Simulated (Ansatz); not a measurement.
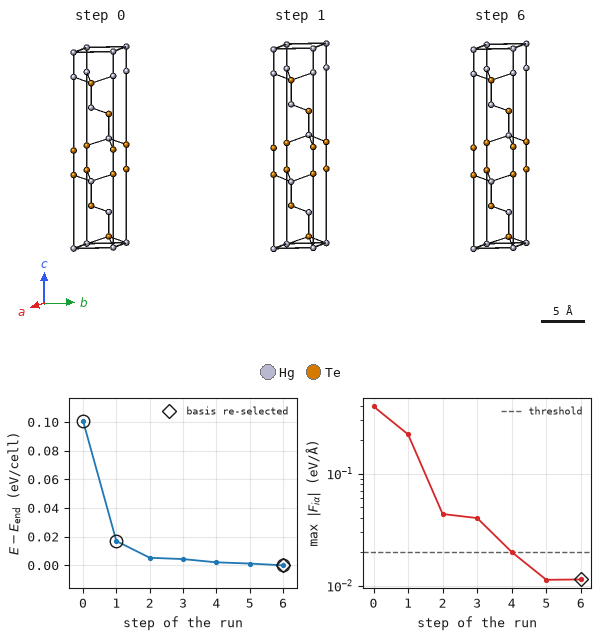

Frames of a relaxation of an interface cell of composition HgTe, marked on the history of the run. A ball-and-stick model of the cell of the calculation, seen slightly off an axis.

Case: antiphase boundary on (1 1 1), species swapped.

Level of theory: DFT PBE, scalar-relativistic, plane waves, PAW (Ansatz). Set-up: plane-wave cutoff 420 eV; k-point mesh 12 × 12 × 2; occupations gaussian; smearing width 0.1 eV; no spin polarisation; cell relaxed at fixed a, b, alpha, beta, gamma; force threshold 0.02 eV/Å; at most 45 steps.

**Describe the path.**

Over 5 accepted moves (6 points after the start) the energy falls by 0.101 eV per cell of the calculation. Largest force component: 0.4 eV/Å at the start, 0.011 eV/Å at the end. The pressure goes from 0.81 to 0.10 GPa. The SCF was repeated once at an unchanged geometry on a basis and grid sized afresh for the cell, which shifted the energy by 1.3 meV per cell of the calculation at most. The largest moves relative to the cell, 0.15 Å, are those of Te atoms. By element the largest moves are Te 0.15 Å, Hg 0.15 Å. Cell: a = b unchanged at 4.704 Å, c 23.046 → 23.406 Å (+1.6 %). Volume +1.6 %. Some distances before and after: Te–Te 2.881 → 3.227 Å. The run took 12 min on 2 threads of Arm Neoverse V1, on a shared host, peak memory 1.8 GiB. From step 0 to 1: Hg atoms move most (0.20 Å), volume +1.8 %, energy −83.9 meV per cell of the calculation. From step 1 to 6: Hg atoms move most (0.05 Å), volume −0.2 %, energy −16.9 meV per cell of the calculation.

```csv
step,"E − E(0), meV/atom","largest force component, eV/Å","pressure, GPa","volume, Å³/atom",note
0,0.00,0.3974,0.81,36.807,
1,-6.99,0.2237,0.05,37.454,
2,-7.96,0.0436,0.10,37.380,
3,-8.04,0.0401,0.11,37.369,
4,-8.23,0.0200,0.12,37.353,
5,-8.30,0.0113,0.11,37.381,
6,-8.41,0.0114,0.10,37.381,"same geometry, new basis"
```
